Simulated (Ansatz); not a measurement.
## Two runs on ZrB

System: ZrB (I4mm, 2 atoms in the cell).
Method of the first run: DFT PBEsol, scalar-relativistic, plane waves, PAW, no spin polarisation (Ansatz 0.2.0).

The structure derives from an entry of the Crystallography Open Database. Text and figures count atoms from 1; the logs count them from 0 in places.

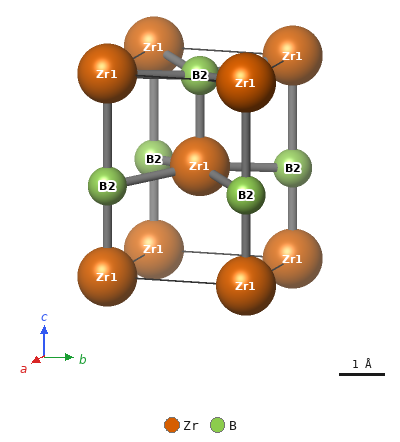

The structure as given in the input (ball-and-stick view of the cell 2 times as large as that of the calculation, set on its symmetry axes, seen slightly off an axis; atoms are numbered from 1 in the order of the input). An atom can appear more than once, as a periodic image.

### The input, the first run
```yaml
crystal:
  lattice:
    - [0.0, 2.325, 2.325]
    - [2.325, 0.0, 2.325]
    - [2.325, 2.325, 0.0]
  atoms:
    - { symbol: Zr, position: [0.0, 0.0, 0.0] }
    - { symbol: B, position: [0.5537634409, 0.5537634409, 0.4462365591] }
basis:
  ecutwfc: 420
kpoints:
  mp_grid: { grid: [18, 18, 18] }
hamiltonian:
  xc: pbesol
scf:
  occupations: { method: gaussian, width: 0.15 }
output:
  forces: true
  stress: true
  eigenvalues: true
```

Launched with:
```bash
ansatz run input.yaml --threads 1 --pin off --max-ram 2560MiB --backend cpu --events-out ev --progress --plain --runs-dir out
```

Hardware: 1 thread of Arm Neoverse V2, 24 GiB of memory available, shared host.

### Output, shortened to warnings, some set-up lines, iterations and results (the first run)
```
Basis set: ecut = 420 eV, 531 PW (Γ), exchange–correlation on 48×48×48 points (8 copies of the dense FFT grid, shifted against one another)
Symmetry: 8 space group operations
k-points: 480 of 5832 (time reversal used)
Initial density: superposition of atomic densities (neutral atoms: chi_scale 0, normalization atom), corrected by the library's trained network
[...]
SCF iter   1: F=—  HF=-4281.466090 eV  |F-HF|=—  |Δ(HF+E_count)|=         —  Δρ=6.85e-3  dr2=1.32e-2  ethr=1.77e-3  ⟨swp⟩=5.0  Hψ=28987  notcnv=0
SCF iter   2: F=—  HF=-4281.462769 eV  |F-HF|=—  |Δ(HF+E_count)|=   3.32e-3  Δρ=3.64e-3  dr2=3.49e-3  ethr=8.79e-5  ⟨swp⟩=1.0  Hψ=9600  notcnv=0
SCF iter   3: F=—  HF=-4281.461686 eV  |F-HF|=—  |Δ(HF+E_count)|=   1.08e-3  Δρ=6.95e-4  dr2=1.75e-4  ethr=2.33e-5  ⟨swp⟩=2.2  Hψ=7262  notcnv=0
SCF iter   4: F=—  HF=-4281.461636 eV  |F-HF|=—  |Δ(HF+E_count)|=   5.10e-5  Δρ=1.33e-4  dr2=3.74e-6  ethr=1.16e-6  ⟨swp⟩=2.1  Hψ=7427  notcnv=0
SCF iter   5: F=—  HF=-4281.461635 eV  |F-HF|=—  |Δ(HF+E_count)|=   7.47e-7  Δρ=3.66e-5  dr2=3.82e-7  ethr=2.50e-8  ⟨swp⟩=2.4  Hψ=8962  notcnv=0
SCF iter   6: F=-4281.461635 eV  HF=-4281.461635 eV  |F-HF|=8.12e-9  |Δ(HF+E_count)|=   1.50e-7  Δρ=8.14e-6  dr2=1.20e-8  ethr=6.67e-10  ⟨swp⟩=5.6  Hψ=26176  notcnv=0
SCF 1 converged in 6 iterations: F = -4281.461635 eV  dr2 = 1.20e-8
SCF converged after 6 iterations
Free energy (F): -4281.461635 eV
Harris-Foulkes:  -4281.461635 eV  (|F-HF|=8.12e-9)
Internal energy: -4281.450038 eV  (E = F + TS)
E sigma→0 (E₀):  -4281.455837 eV
Entropy (-TS):   -0.011596 eV (-5.798 meV/atom)
Fermi energy:    14.505351 eV
--- Per-component energies (eV) ---
  E_band       = -43.205008
  E_kinetic    = 389.212723
  E_local      = -568.421619  (includes V_loc(G=0)·N_el)
  E_nonlocal   = 94.704853
  E_hartree    = 179.359618
  E_xc         = -195.662232
  E_vxc        = -232.674259  (∫ρ·V_xc dr)
  E_paw        = -2975.996809  (= ΣΔE_a)
  E_vpaw       = -84.746082  (= ΣTr[D̂ρ^β])
  E_aug_tail   = 0.000018  (compensation charges beyond the density's cutoff)
  E_ewald      = -1204.827023
  E_core_change = 0.180431  (= ΣΔE_core)
  E_smearing   = -0.011596  (= −TS)
  E_closure    = 0.000000  (closes the sum)
  Σ components = -4281.461635   (vs F -4281.461635, Δ=0.00e0)
--- Forces (eV/Å), atoms counted from 1 ---
  atom   1  Zr     0.00000000     0.00000000     3.10822712
  atom   2  B      0.00000000    -0.00000000    -3.10825086
  max |Σ_I F_I| component: 2.37e-5 eV/Å
--- Stress (GPa, compression-positive) ---
       27.361309       0.000000       0.000000
        0.000000      27.361309       0.000000
        0.000000       0.000000      44.629053
  P = ⅓ Tr σ = 33.1172 GPa (331.172 kbar)
```

For the second run the input was changed thus:
```diff
-    - { symbol: B, position: [0.5537634409, 0.5537634409, 0.4462365591] }
+    - { symbol: B, position: [0.4865591398, 0.4865591398, 0.5134408602] }
+  write_density: true
+  write_potential: true
+  elf: true
+  volumetric_format: npy
```

Predict how the results change.

With the same functional and potentials, the second run lies 167.4 meV per atom lower. The pressure goes from 33.12 to 29.63 GPa. The largest force goes from 3.108 to 0.644 eV/Å. The number of SCF iterations is the same. On the same kind of shared host the second run took about 1.5 times as long.

### Output, shortened to warnings, some set-up lines, iterations and results (the second run)
```
Basis set: ecut = 420 eV, 531 PW (Γ), exchange–correlation on 48×48×48 points (8 copies of the dense FFT grid, shifted against one another)
Symmetry: 8 space group operations
k-points: 480 of 5832 (time reversal used)
Initial density: superposition of atomic densities (neutral atoms: chi_scale 0, normalization atom), corrected by the library's trained network
[...]
SCF iter   1: F=—  HF=-4281.800413 eV  |F-HF|=—  |Δ(HF+E_count)|=         —  Δρ=6.23e-3  dr2=1.13e-2  ethr=1.77e-3  ⟨swp⟩=5.0  Hψ=28888  notcnv=0
SCF iter   2: F=—  HF=-4281.797510 eV  |F-HF|=—  |Δ(HF+E_count)|=   2.90e-3  Δρ=3.39e-3  dr2=3.17e-3  ethr=7.56e-5  ⟨swp⟩=1.0  Hψ=9600  notcnv=0
SCF iter   3: F=—  HF=-4281.796496 eV  |F-HF|=—  |Δ(HF+E_count)|=   1.01e-3  Δρ=6.89e-4  dr2=1.78e-4  ethr=2.12e-5  ⟨swp⟩=2.3  Hψ=7649  notcnv=0
SCF iter   4: F=—  HF=-4281.796445 eV  |F-HF|=—  |Δ(HF+E_count)|=   5.11e-5  Δρ=1.47e-4  dr2=5.41e-6  ethr=1.19e-6  ⟨swp⟩=2.1  Hψ=7391  notcnv=0
SCF iter   5: F=—  HF=-4281.796443 eV  |F-HF|=—  |Δ(HF+E_count)|=   2.65e-6  Δρ=2.59e-5  dr2=9.98e-8  ethr=3.61e-8  ⟨swp⟩=2.4  Hψ=8288  notcnv=0
SCF iter   6: F=-4281.796443 eV  HF=-4281.796443 eV  |F-HF|=4.66e-9  |Δ(HF+E_count)|=   2.29e-8  Δρ=5.37e-6  dr2=6.56e-9  ethr=6.65e-10  ⟨swp⟩=6.5  Hψ=31824  notcnv=0
SCF 1 converged in 6 iterations: F = -4281.796443 eV  dr2 = 6.56e-9
SCF converged after 6 iterations
Free energy (F): -4281.796443 eV
Harris-Foulkes:  -4281.796443 eV  (|F-HF|=4.66e-9)
Internal energy: -4281.783923 eV  (E = F + TS)
E sigma→0 (E₀):  -4281.790183 eV
Entropy (-TS):   -0.012520 eV (-6.260 meV/atom)
Fermi energy:    14.445446 eV
--- Per-component energies (eV) ---
  E_band       = -42.873988
  E_kinetic    = 388.291457
  E_local      = -563.102917  (includes V_loc(G=0)·N_el)
  E_nonlocal   = 94.335191
  E_hartree    = 177.326001
  E_xc         = -195.480391
  E_vxc        = -232.436806  (∫ρ·V_xc dr)
  E_paw        = -2975.876301  (= ΣΔE_a)
  E_vpaw       = -84.612486  (= ΣTr[D̂ρ^β])
  E_aug_tail   = 0.000017  (compensation charges beyond the density's cutoff)
  E_ewald      = -1207.457411
  E_core_change = 0.180431  (= ΣΔE_core)
  E_smearing   = -0.012520  (= −TS)
  E_closure    = 0.000000  (closes the sum)
  Σ components = -4281.796443   (vs F -4281.796443, Δ=0.00e0)
--- Forces (eV/Å), atoms counted from 1 ---
  atom   1  Zr     0.00000000     0.00000000    -0.64439526
  atom   2  B      0.00000000     0.00000000     0.64443822
  max |Σ_I F_I| component: 4.30e-5 eV/Å
--- Stress (GPa, compression-positive) ---
       29.257681       0.000000       0.000000
        0.000000      29.257681       0.000000
        0.000000       0.000000      30.381400
  P = ⅓ Tr σ = 29.6323 GPa (296.323 kbar)
```

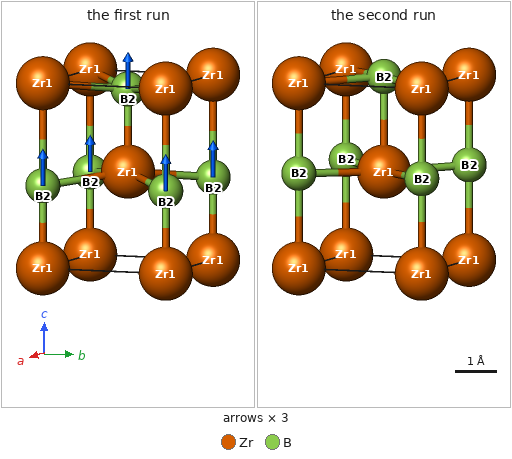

The two input geometries at one scale (ball-and-stick view of the cell 2 times as large as that of the calculation, set on its symmetry axes, seen slightly off an axis). The blue arrows on the first give the shifts of the atoms relative to the cell, magnified 3 times. B2 moves most: 0.31 Å. Zr stays in place. The cell stays as it was. Among the contacts that change: Zr1–B2 2.075 → 2.387 Å.

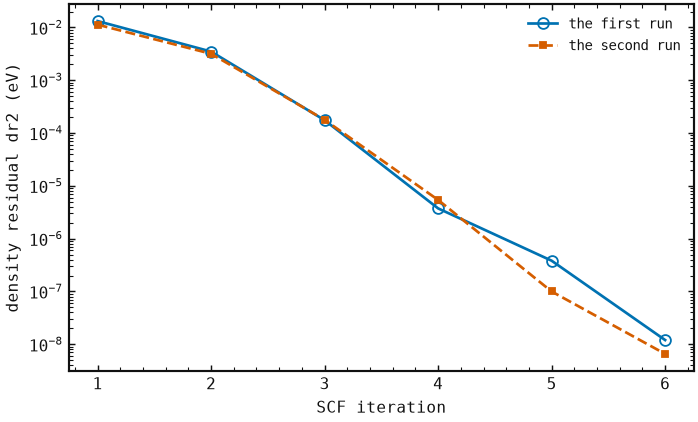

Convergence of the two runs: density residual dr2 against the SCF iteration. The first run takes 6 iterations in all, and the second run takes 6.

### The two runs side by side

| quantity | the first run | the second run |
| --- | --- | --- |
| outcome | converged | converged |
| free energy per atom (eV) | −2140.7308 | −2140.8982 |
| energy per atom, smearing taken to zero (eV) | −2140.7279 | −2140.8951 |
| gap on the mesh (eV) | 0.00 | 0.00 |
| pressure (GPa) | 33.12 | 29.63 |
| largest force (eV/Å) | 3.108 | 0.644 |
| SCF iterations | 6 | 6 |
| irreducible k-points | 480 | 480 |
| plane waves at Γ | 531 | 531 |
| wall time (shared host) | 12 s | 18 s |

For the first run: The cell is under a pressure of 33 GPa at this level, so it is not at its equilibrium volume. For the second run: The cell is under a pressure of 30 GPa at this level, so it is not at its equilibrium volume.
